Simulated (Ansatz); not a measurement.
# ZnPS3 (C2/m): converging the G0W0 gap, part 2 of 2

Aim: see how the G0W0 gap of ZnPS3 (C2/m) on LDA moves with empty bands and screening cutoff, and what each rung costs.

Ansatz 0.2.0; G0W0 on LDA, plane waves, PAW. Known limits of the many-body steps: not at the basis limit; coarse k mesh.

So far. Step 4 (779 empty bands, screening to 150 eV): Against the run with 4×4×2 mesh, 362 empty bands, screening to 90 eV, the gap moves by −0.02 eV.

### 5. Changing the k mesh: 2×2×2 mesh, 362 empty bands, screening to 90 eV

Only the mesh changes. It samples the long-range screening, which converges on its own terms. Bands and cutoff differ from the step before, so it is read against an earlier run that matches them.

input.yaml reads:

```yaml
crystal:
  lattice:
    - [2.9241439516, -5.0686337764, 0.0002131003]
    - [2.9241439516, 5.0686337764, 0.0002131003]
    - [-1.9314010456, 0.0, 6.30138264]
  atoms:
    - { symbol: Zn, position: [0.6674819479, 0.3325180521, 0.0] }
    - { symbol: Zn, position: [0.3325180521, 0.6674819479, 0.0] }
    - { symbol: P, position: [0.9420357264, 0.9420357264, 0.8265338672] }
    - { symbol: P, position: [0.0579642736, 0.0579642736, 0.1734661328] }
    - { symbol: S, position: [0.5801548021, 0.9164201668, 0.7487598531] }
    - { symbol: S, position: [0.0835798332, 0.4198451979, 0.2512401469] }
    - { symbol: S, position: [0.7465943414, 0.7465943414, 0.2505942246] }
    - { symbol: S, position: [0.2534056586, 0.2534056586, 0.7494057754] }
    - { symbol: S, position: [0.4198451979, 0.0835798332, 0.2512401469] }
    - { symbol: S, position: [0.9164201668, 0.5801548021, 0.7487598531] }
kpoints:
  mp_grid: { grid: [2, 2, 2] }
hamiltonian:
  xc: lda
scf:
  occupations: { method: fixed }
gw:
  n_empty_bands: 362
  ecut_chi: 90
  qp_bands: [v3, c3]
  qp_kpoints: band_edges
  screening: { model: contour_deformation }
```

The run is started by

```
$ ansatz run input.yaml --threads 8 --pin off --max-ram 55296MiB --backend cuda --events-out ev --progress --plain --runs-dir out --devices 1 --max-vram 24GiB
```

Numbers of over 12 decimals in the logs are rounded to 6 here.

Output:

```text
GPUs: using 1 of 1 available (devices: 1).
[...]
GPU FFT provider: cuFFT
GPU libraries: cuBLAS 13.8.2, cuFFT 12.4.0, cuSOLVER 12.3.4
Crystal: 10 atoms, lattice volume = 186.795 Å³
Basis set: ecut = 420 eV, 3641 PW (Γ)
Bands: 45, of which v1, the nominal top of the filled ones, is band 35 counted from 1 (34 counted from 0)
Symmetry: 4 space group operations
[...]
k-points: 6 of 8
[...]
1    34      5.8659   -20.6045     2.4838   -17.7242  0.7556     5.4671     5.4693  root
[...]
5    35      5.8063   -20.4553     2.6792   -17.3277  0.7517     5.3549     5.3580  root
     5    36      8.9655    -9.3428    -4.2612   -14.4064  0.7784     9.7770     9.7680  root
     5    37      9.1431    -9.6325    -4.3167   -14.7425  0.7678     9.9461     9.9365  root
     5    38      9.4854   -10.2785    -4.4909   -15.6125  0.7612    10.3409    10.3285  root
[key lines of the parts left out:]
SCF converged after 8 iterations
Free energy (F): -13165.719271 eV
Fermi energy:    6.161975 eV
```

Run time: 3.6 s. Hardware: 1 × NVIDIA H100 80GB HBM3 with 8 threads of AMD EPYC 7R13 (Zen 3), shared host; peak memory 1.4 GiB.

This step gave:

| Property | Result |
| --- | --- |
| bands summed | 397 |
| RPA ε∞ on this mesh (eigenvalues) | 5.492, 9.828, 9.880 |
| plane waves in the screening matrix | 365 |
| G0W0 gap on the mesh | 3.410 eV |
| k of the valence top | -0.5, -0.5, 0 |
| k of the conduction bottom | 0, 0, 0 |
| starting gap on the mesh | 2.131 eV |
| least direct G0W0 gap on the computed points | 3.586 eV |

Against the run with 4×4×2 mesh, 362 empty bands, screening to 90 eV, the gap moves by −0.019 eV.

### 6. Changing the frequency model: 4×4×2 mesh, 362 empty bands, screening to 90 eV, plasmon pole

A plasmon pole stands in for the full frequency dependence of the screening; this run shows what that costs in accuracy.

input.yaml: that of step 5 with these lines changed.

```diff
@@ -17,3 +17,3 @@
 kpoints:
-  mp_grid: { grid: [2, 2, 2] }
+  mp_grid: { grid: [4, 4, 2] }
 hamiltonian:
@@ -27,2 +27,2 @@
   qp_kpoints: band_edges
-  screening: { model: contour_deformation }
+  screening: { model: godby_needs }
```

Output:

```text
GPUs: using 1 of 1 available (devices: 1).
[...]
GPU FFT provider: cuFFT
GPU libraries: cuBLAS 13.8.2, cuFFT 12.4.0, cuSOLVER 12.3.4
Crystal: 10 atoms, lattice volume = 186.795 Å³
Basis set: ecut = 420 eV, 3641 PW (Γ)
Bands: 45, of which v1, the nominal top of the filled ones, is band 35 counted from 1 (34 counted from 0)
Symmetry: 4 space group operations
[...]
k-points: 14 of 32
[...]
1    34      5.8546   -20.3892     2.2877   -17.7286  0.7776     5.4808     5.4816  root
[...]
13    35      5.7913   -20.2522     2.4904   -17.3322  0.7746     5.3605     5.3617  root
    13    36      8.9631    -9.5346    -4.0313   -14.4118  0.7989     9.8137     9.8090  root
    13    37      9.1380    -9.7301    -4.1599   -14.7390  0.7897     9.9914     9.9870  root
    13    38      9.4836   -10.3858    -4.3171   -15.6099  0.7802    10.3912    10.3906  root
[key lines of the parts left out:]
SCF converged after 8 iterations
Free energy (F): -13165.879163 eV
Fermi energy:    6.148090 eV
```

Run time: 15 s. Hardware: 1 × NVIDIA H100 80GB HBM3 with 8 threads; peak memory 2.1 GiB; 71 s of CPU time.

This step gave:

- bands summed: 397
- plasmon-pole fit frequency: 22.73 eV
- RPA ε∞ on this mesh (eigenvalues): 5.082, 8.238, 8.260
- plane waves in the screening matrix: 365
- G0W0 gap on the mesh: 3.435 eV
- k of the valence top: -0.5, -0.5, 0
- k of the conduction bottom: 0, 0, 0
- starting gap on the mesh: 2.146 eV
- least direct G0W0 gap on the computed points: 3.614 eV

Against the run with 4×4×2 mesh, 362 empty bands, screening to 90 eV, the gap moves by +0.006 eV.

### 7. Changing the files: 4×4×2 mesh, 362 empty bands, screening to 90 eV, hard PAW files

Other atomic data (hard PAW) test the pseudisation: the cutoff goes from 420 to 660 eV and the valence electrons from 70 to 86, which opens shells that were frozen.

input.yaml: that of step 6 with these lines changed.

```diff
@@ -20,2 +20,3 @@
   xc: lda
+  pseudopotentials: { kind: paw, source: ansatz }
 scf:
@@ -27,2 +28,2 @@
   qp_kpoints: band_edges
-  screening: { model: godby_needs }
+  screening: { model: contour_deformation }
```

Output:

```text
GPUs: using 1 of 1 available (devices: 1).
[...]
GPU FFT provider: cuFFT
GPU libraries: cuBLAS 13.8.2, cuFFT 12.4.0, cuSOLVER 12.3.4
Crystal: 10 atoms, lattice volume = 186.795 Å³
Basis set: ecut = 660 eV, 7199 PW (Γ)
Bands: 53, of which v1, the nominal top of the filled ones, is band 43 counted from 1 (42 counted from 0)
Symmetry: 4 space group operations
[...]
k-points: 14 of 32
[...]
1    42      6.3376   -20.3870     2.2737   -17.7329  0.7606     5.9554     5.9572  root
[...]
13    43      6.2751   -20.2497     2.4849   -17.3354  0.7558     5.8431     5.8457  root
    13    44      9.4474    -9.5522    -4.0599   -14.4305  0.7842    10.2738    10.2658  root
    13    45      9.6228    -9.7578    -4.1936   -14.7608  0.7716    10.4416    10.4322  root
    13    46      9.9680   -10.4071    -4.3688   -15.6290  0.7639    10.8331    10.8210  root
[key lines of the parts left out:]
SCF converged after 9 iterations
Free energy (F): -21493.914067 eV
Fermi energy:    6.631869 eV
```

The job ended after 12 s (1 × NVIDIA H100 80GB HBM3 with 8 threads; peak memory 2.2 GiB).

This step gave:

- bands summed: 405
- RPA ε∞ on this mesh (eigenvalues): 5.082, 8.238, 8.261
- plane waves in the screening matrix: 365
- G0W0 gap on the mesh: 3.416 eV
- k of the valence top: -0.5, -0.5, 0
- k of the conduction bottom: 0, 0, 0
- starting gap on the mesh: 2.148 eV
- least direct G0W0 gap on the computed points: 3.602 eV

Against the run with 4×4×2 mesh, 362 empty bands, screening to 90 eV, the gap moves by −0.013 eV.

### 8. The runs together

Times are wall times on 1 × NVIDIA H100 80GB HBM3 with 8 threads of AMD EPYC 7R13 (Zen 3), shared host, good to a factor of about two.

```
 mesh        files            frequency  bands summed  cutoff (eV)  start (eV)  G0W0 (eV)   time  host memory (GiB)
4×4×2  default PAW  contour deformation           163           45       2.146      3.501  5.2 s                1.3
4×4×2  default PAW  contour deformation           397           90       2.146      3.429  8.1 s                1.8
4×4×2  default PAW  contour deformation           814          150       2.146      3.405   19 s                3.1
2×2×2  default PAW  contour deformation           397           90       2.131      3.410  3.6 s                1.4
4×4×2  default PAW         plasmon pole           397           90       2.146      3.435   15 s                2.1
4×4×2     hard PAW  contour deformation           405           90       2.148      3.416   12 s                2.2
```

The parts of the quasiparticle energy at the two band edges (eV; QP = start + Σx + Σc − Vxc):

```
      run               edge  start      Σx     Σc     Vxc     Z    QP
163 bands        valence top   6.15  -20.53   2.67  -17.76  0.77  6.04
163 bands  conduction bottom   8.29  -10.34  -3.74  -15.32  0.79  9.54
397 bands        valence top   6.15  -20.53   2.36  -17.76  0.76  5.73
397 bands  conduction bottom   8.29  -10.34  -4.11  -15.32  0.78  9.16
814 bands        valence top   6.15  -20.53   2.14  -17.76  0.76  5.51
814 bands  conduction bottom   8.29  -10.34  -4.36  -15.32  0.78  8.92
```

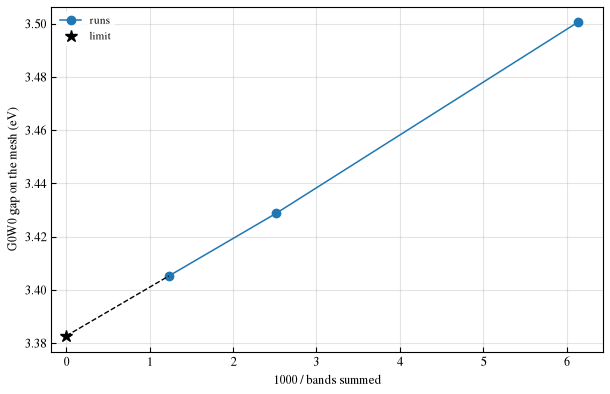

The gap against one over the number of bands; the dashed line carries the two highest rungs to the limit.

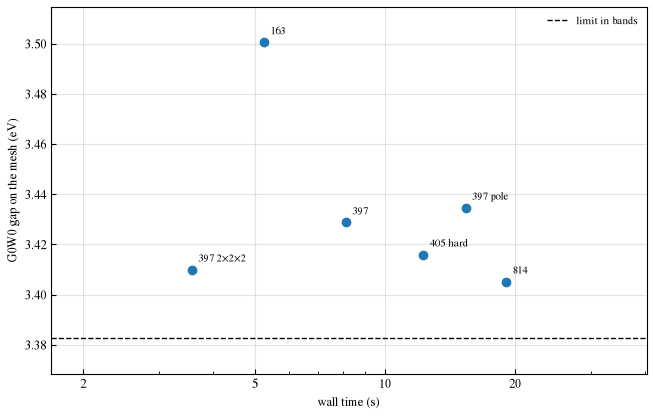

Result against wall time.

### 9. Summary of results

| Property | Result |
| --- | --- |
| 163 bands, 45 eV | 3.501 eV |
| 397 bands, 90 eV | 3.429 eV |
| 814 bands, 150 eV | 3.405 eV |
| estimated limit in bands and cutoff | 3.38 eV |
| mesh and start | 4×4×2, LDA |

In words: A line in one over the bands through the two highest rungs gives 3.38 eV, −0.02 eV from the top rung; the pair below gives 3.38 eV, in fair agreement. The rungs stand 0.12 eV (163 bands), 0.05 eV (397 bands) and 0.02 eV (814 bands) from it. From 163 to 814 bands the gap moves by −0.10 eV while the time grows 3.6-fold. Σc changes by −0.52 eV at the valence top and −0.62 eV at the conduction bottom, so the levels themselves move more than the gap between them. On the 2×2×2 mesh in place of 4×4×2 the gap differs by −0.02 eV, of which −0.02 eV is already in the start. The plasmon-pole model gives +0.01 eV against contour deformation, 0 % of the correction, and saved no time in this program. Hard PAW files move the gap by −0.01 eV at equal bands and cutoff, +0.002 eV of it in the start. The cheapest rung within 0.1 eV of this estimate is that with 397 bands (8.1 s). The 4×4×2 mesh misses a band edge: over a band path and its finer mesh (run apart) the LDA gap is 1.98 eV, so the G0W0 gap over the zone may lie about 0.17 eV below its value on the mesh. The 4×4×2 mesh is coarse for this cell (its supercell is 13 Å along the shortest edge). The RPA ε∞ on it, from the LDA start, is 5.08, 8.22 and 8.24; such meshes misread the long-range screening, most where the gap is narrow.

[Paths, hosts, dates, memory and timing lines, banners, echoed tables and standing remarks are left out of the program output.]

[Logs are printed without paths, hosts, clocks, repeated set-up lines and the standing remarks that a program may print on its own settings, such as how far it seeks lower states.]

[Runs of the session that timed out or met a known fault of the program may be left out.]

[Cells called generated may have been cut or substituted from an entry of the Crystallography Open Database or the Materials Project.]

[Hosts, paths, dates, database ids (printed as entryN), source tags and the programs' standing remarks are cut or masked in the printed files.]
